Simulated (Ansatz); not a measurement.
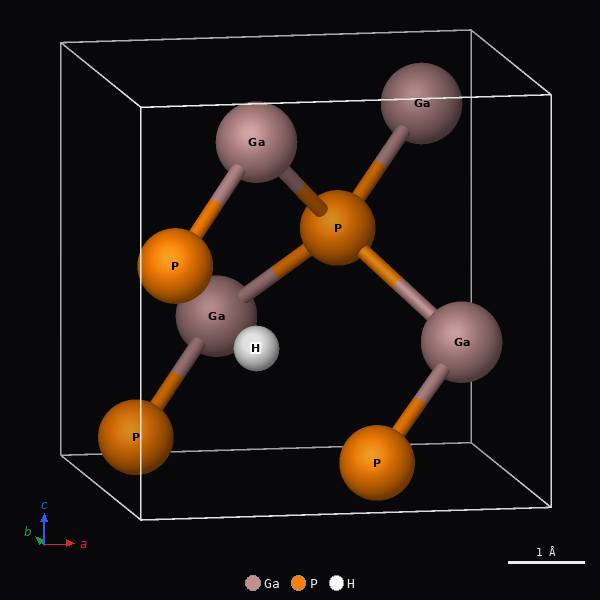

This ball-and-stick model is shown slightly off an axis. The frame is the supercell; atoms at its boundary are shown with their periodic copies. The host is GaP, in a cell of 8 sites, and the cell carries a charge of +1.

Question: What kind of defect was put in?

Answer: An interstitial hydrogen atom. It is bonded to no bonds drawn.

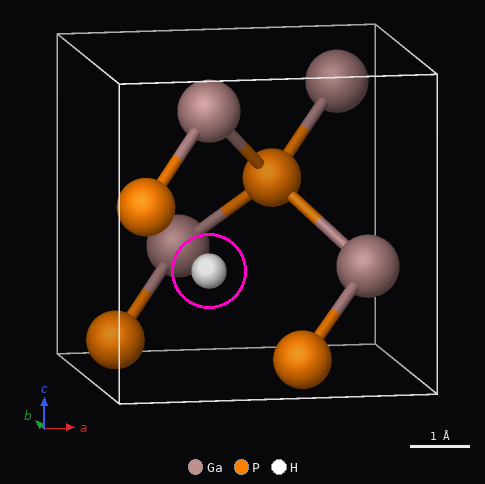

The same cell with a ring at the defect's site.

The atoms were relaxed in the host's cell with DFT PBE, scalar-relativistic, plane waves, PAW (Ansatz 0.2.0).
